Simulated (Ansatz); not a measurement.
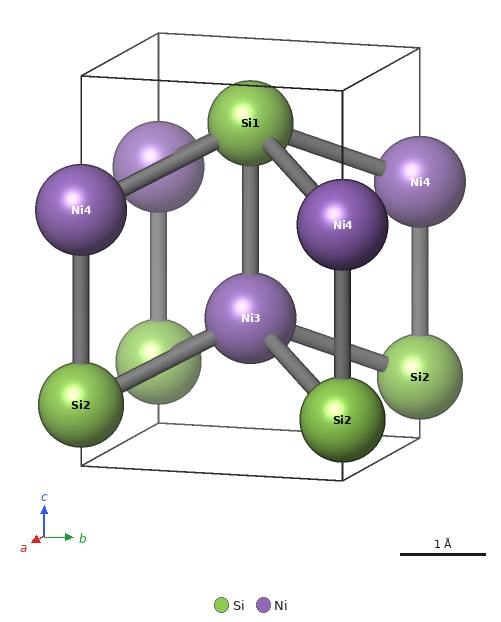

*The input geometry (ball-and-stick view of the cell of the calculation, seen slightly off an axis; atoms are numbered from 1 in the order of the input).*

Near neighbours in the crystal (not all of them lie inside the picture): Si has 6 Ni at 2.33 to 2.37 Å; Ni has 6 Si at 2.33 to 2.37 Å.

# Single-point calculation of NiSi

- system: NiSi (Pmmn, 4 atoms in the cell)
- method: DFT, PBEsol, plane waves, PAW, no spin polarisation (Ansatz 0.2.0)

The structure derives from an entry of the Crystallography Open Database. Figures and captions count atoms from 1; the log counts them from 0 in places.

**Input file**
```yaml
crystal:
  lattice:
    - [2.9926026856, 0.0, 0.0]
    - [0.0, 3.2364348584, 0.0]
    - [0.0, 0.0, 4.672777893]
  atoms:
    - { symbol: Si, position: [0.5, 0.5, 0.8425924104] }
    - { symbol: Si, position: [0.0, 0.0, 0.1574075896] }
    - { symbol: Ni, position: [0.5, 0.5, 0.3432845441] }
    - { symbol: Ni, position: [0.0, 0.0, 0.6567154559] }
basis:
  ecutwfc: 420
kpoints:
  mp_grid: { grid: [14, 12, 10] }
hamiltonian:
  xc: pbesol
scf:
  occupations: { method: gaussian, width: 0.1 }
  convergence: { dr2_threshold: 1.0e-08 }
output:
  forces: true
  eigenvalues: true
  stress: true
```

Launch command:
```bash
ansatz run input.yaml --threads 4 --pin off --max-ram 9216MiB --backend cpu --events-out ev --progress --plain --runs-dir out
```

**Log**
```
Warning: output.stress: scf.convergence.dr2_threshold = 1e-8 eV is looser than the 4e-10 eV advised for a printed stress (1e-10 eV for each atom of the cell: 4). What an SCF threshold leaves in a stress goes as its square root, and in the free energy as the threshold itself, and one threshold admits the most on a small cell: of the crystals measured, under no hybrid functional and no lock of the moments, on runs that ended without the residual-converged pass, on stresses that held no estimate of that error, the worst erred by over 100 MPa in a component at 1e-7 eV an atom and by under 5 at 1e-10. Set scf.convergence.dr2_threshold to 4e-10 eV or tighter. The threshold is an SCF's pass mark: one that does not reach it within its budget of iterations ends unconverged, or closes short of it on a stop that the run arms, and scf.convergence.dr2_threshold's page says what that costs each kind of run
Engine: ansatz 0.2.0, x86_64-unknown-linux-gnu
Pseudopotentials: kind: paw
Pseudopotential: Si, paw, valence charge 4, recommended cutoff 420 eV (normal), Si.paw.azcp
Pseudopotential: Ni, paw, valence charge 18, recommended cutoff 420 eV (normal), Ni.paw.azcp
Functional definition: PBEsol
  exchange = pbesol_x
  correlation = pbesol_c
Crystal: 4 atoms, lattice volume = 45.258 Å³
Basis set: ecut = 420 eV, 895 PW (Γ), exchange–correlation on 48×48×64 points (8 copies of the dense FFT grid, shifted against one another)
Bands: 27, of which v1, the nominal top of the filled ones, is band 22 counted from 1 (21 counted from 0)
Symmetry: 8 space group operations
Space group: Pmmn (ITA 59), of the structure as read, at distance tolerance 3.6e-5 Å
k-points: 336 of 1680
Non-local potential: Si, projectors of the file, l = 0: 2, l = 1: 2, l = 2: 2
Non-local potential: Ni, projectors of the file, l = 0: 3, l = 1: 2, l = 2: 3, l = 3: 1
PAW form: soft (Blöchl's): semilocal exchange-correlation on the pseudo side does not see the compensation charge
PAW frozen core: Si, regenerated for the run's functional, and the local potential with it (the file was generated under x = pbe(κ = 0.804, μ = 0.2195149727645171), c = pbe(β = 0.06672455060314922))
PAW frozen core: Ni, regenerated for the run's functional, and the local potential with it (the file was generated under x = pbe(κ = 0.804, μ = 0.2195149727645171), c = pbe(β = 0.06672455060314922))
PAW one-centre angular grid: Si, 110 points (default); XC on 64 Gauss nodes
PAW one-centre angular grid: Ni, 590 points (default); XC on 64 Gauss nodes
Initial density: superposition of atomic densities (neutral atoms: chi_scale 0, normalization atom), corrected by the library's trained network
Initial wavefunctions: pseudopotential atomic-orbital guess
Functional: x = pbesol(κ = 0.804, μ = 0.12345679012345678), c = pbesol(β = 0.046)
SCF iter   1: F=—  HF=-12855.125622 eV  |F-HF|=—  |Δ(HF+E_count)|=         —  Δρ=1.53e-2  dr2=5.45e-2  ethr=1.77e-3  ⟨swp⟩=5.2  Hψ=38154  notcnv=0
preconditioner: auto → Kerker (q_TF=auto, 2.716 Å⁻¹)  [metal: Δε(μ)=0.008 eV  Ē_g=7.590 eV  σ=0.100 eV  W_gap=0.04  n_scr=16 (ndim 8)  ℏωp=29.2 eV  f_vac=0.000  D(μ)=1.21/eV (n_scr^D=6)]
SCF iter   2: F=—  HF=-12855.116168 eV  |F-HF|=—  |Δ(HF+E_count)|=   9.45e-3  Δρ=3.62e-3  dr2=4.08e-3  ethr=1.24e-4  ⟨swp⟩=2.9  Hψ=19694  notcnv=0  defer=182
SCF iter   3: F=—  HF=-12855.115330 eV  |F-HF|=—  |Δ(HF+E_count)|=   8.38e-4  Δρ=1.27e-3  dr2=9.06e-4  ethr=9.27e-6  ⟨swp⟩=1.1  Hψ=8966  notcnv=0  defer=183
SCF iter   4: F=—  HF=-12855.115059 eV  |F-HF|=—  |Δ(HF+E_count)|=   2.71e-4  Δρ=3.60e-4  dr2=7.64e-5  ethr=2.06e-6  ⟨swp⟩=2.1  Hψ=12694  notcnv=0  defer=183
SCF iter   5: F=—  HF=-12855.115060 eV  |F-HF|=—  |Δ(HF+E_count)|=   9.44e-7  Δρ=7.66e-5  dr2=4.86e-6  ethr=1.74e-7  ⟨swp⟩=2.5  Hψ=13805  notcnv=0  defer=183
SCF iter   6: F=—  HF=-12855.115059 eV  |F-HF|=—  |Δ(HF+E_count)|=   1.39e-6  Δρ=2.05e-5  dr2=1.63e-7  ethr=1.10e-8  ⟨swp⟩=2.2  Hψ=13205  notcnv=0  defer=183
SCF iter   7: F=—  HF=-12855.115059 eV  |F-HF|=—  |Δ(HF+E_count)|=   3.47e-9  Δρ=6.52e-6  dr2=1.64e-8  ethr=3.70e-10  ⟨swp⟩=2.3  Hψ=14991  notcnv=0  defer=183
SCF iter   8: F=-12855.115059 eV  HF=-12855.115059 eV  |F-HF|=6.40e-10  |Δ(HF+E_count)|=  7.80e-10  Δρ=1.51e-6  dr2=1.09e-9  ethr=2.27e-11  ⟨swp⟩=6.7  Hψ=37736  notcnv=0
SCF 1 converged in 8 iterations: F = -12855.115059 eV  dr2 = 1.09e-9
  greatest PAW one-centre occupation: 1.001 electrons in one spin orbital (limit 2), on the Ni atom at site 3 (counted from 0), in its partial waves of l = 1
```

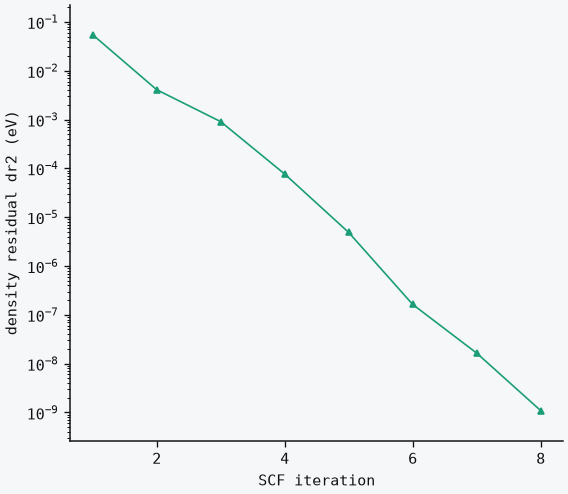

*Convergence of the self-consistent field: density residual dr2 against the SCF iteration.*

The residual falls at every step.

```
SCF converged after 8 iterations
Free energy (F): -12855.115059 eV
Harris-Foulkes:  -12855.115059 eV  (|F-HF|=6.40e-10)
Internal energy: -12855.109334 eV  (E = F + TS)
E sigma→0 (E₀):  -12855.112197 eV
Entropy (-TS):   -0.005725 eV (-1.431 meV/atom)
Fermi energy:    16.161917 eV
--- Per-component energies (eV) ---
  E_band       = -594.765875
  E_kinetic    = 660.045423
  E_local      = -8871.309293  (includes V_loc(G=0)·N_el)
  E_nonlocal   = 1323.248971
  E_hartree    = 3834.644350
  E_xc         = -284.525646
  E_vxc        = -320.537641  (∫ρ·V_xc dr)
  E_paw        = -4189.404246  (= ΣΔE_a)
  E_vpaw       = -1055.499897  (= ΣTr[D̂ρ^β])
  E_aug_tail   = 0.001039  (compensation charges beyond the density's cutoff)
  E_ewald      = -5328.267631
  E_core_change = 0.457699  (= ΣΔE_core)
  E_smearing   = -0.005725  (= −TS)
  E_closure    = -0.000000  (closes the sum)
  Σ components = -12855.115059   (vs F -12855.115059, Δ=0.00e0)
--- Forces (eV/Å), atoms counted from 1 ---
  atom   1  Si     0.00000000     0.00000000     0.00020890
  atom   2  Si     0.00000000     0.00000000    -0.00020890
  atom   3  Ni     0.00000000     0.00000000    -0.00002302
  atom   4  Ni     0.00000000     0.00000000     0.00002302
  max |Σ_I F_I| component: 0.00e0 eV/Å
--- Stress (GPa, compression-positive) ---
       -0.006618       0.000000       0.000000
        0.000000       0.000388       0.000000
        0.000000       0.000000       0.003458
  P = ⅓ Tr σ = -0.0009 GPa (-0.009 kbar)
--- Band table (eV; the first three rows and the last of 336) ---
  k-point 0: bands = ["-87.5590", "-87.5491", "-48.2305", "-48.2012", "-48.1085", "-48.0698", "-48.0337", "-48.0021", "2.0463", "7.8746", "9.4571", "11.8383", "12.4898", "13.0634", "13.2145", "13.3410", "13.4483", "13.4956", "13.7724", "14.1144", "14.1555", "15.0789", "16.9695", "19.2648", "21.3312", "21.6215", "23.1173"]
  k-point 1: bands = ["-87.5590", "-87.5491", "-48.2305", "-48.2013", "-48.1085", "-48.0698", "-48.0337", "-48.0021", "2.1017", "7.4962", "9.7090", "11.8599", "12.4748", "13.0659", "13.2186", "13.3927", "13.4299", "13.4328", "13.7326", "14.1098", "14.3444", "15.2457", "17.0888", "19.2282", "21.2460", "21.3100", "22.8160"]
  k-point 2: bands = ["-87.5590", "-87.5491", "-48.2304", "-48.2015", "-48.1085", "-48.0699", "-48.0336", "-48.0021", "2.2609", "6.7715", "10.0953", "11.9175", "12.4333", "13.0736", "13.2296", "13.3013", "13.3544", "13.4557", "13.6343", "14.0977", "15.0008", "15.6730", "17.4214", "19.1322", "20.4561", "21.2568", "22.1313"]
  k-point 335: bands = ["-87.5530", "-87.5530", "-48.2146", "-48.2146", "-48.1007", "-48.1007", "-48.0243", "-48.0243", "8.7544", "8.7544", "9.3004", "9.3004", "11.1429", "11.1429", "12.3908", "12.3908", "13.2995", "13.2995", "14.1092", "14.1092", "14.5583", "14.5583", "15.7827", "15.7827", "17.1857", "17.1857", "24.3009"]
```

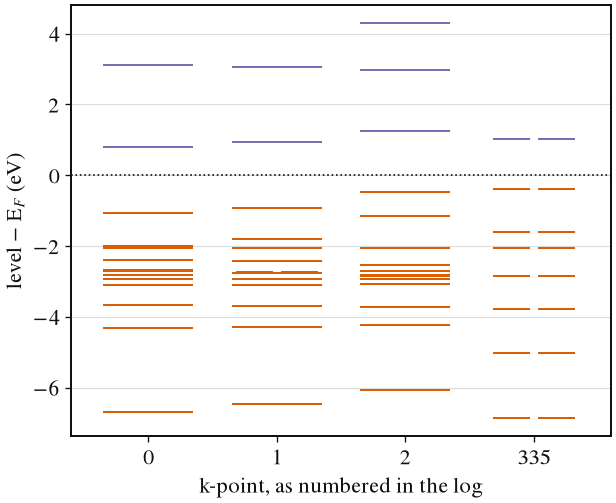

*Kohn–Sham levels near the Fermi level (dotted) at the few k-points that the log prints; levels within 0.02 eV of each other stand side by side.*

The system is metallic on the full mesh.

**Results in brief**

```tsv
quantity	value
outcome	converged
space group (tolerance 0.01 Å)	Pmmn (59)
electrons treated	44
free energy	−12855.1151 eV
Fermi energy	16.162 eV
gap on the k-point mesh	none (metallic)
pressure	0.00 GPa
largest force (length of the vector)	under 0.001 eV/Å
hardware	4 threads of Intel Xeon (Sapphire Rapids), 64 GiB of memory available, shared host
wall time	3.7 s (CPU time 14 s)
peak memory	0.65 GiB
```

**Remarks**

Settings chosen away from the usual ones: scf.convergence.dr2_threshold set to 1e-08. Warnings of the run: the SCF threshold is looser than advised for the printed stress. The run has no spin polarisation, so a magnetic state may lie lower.
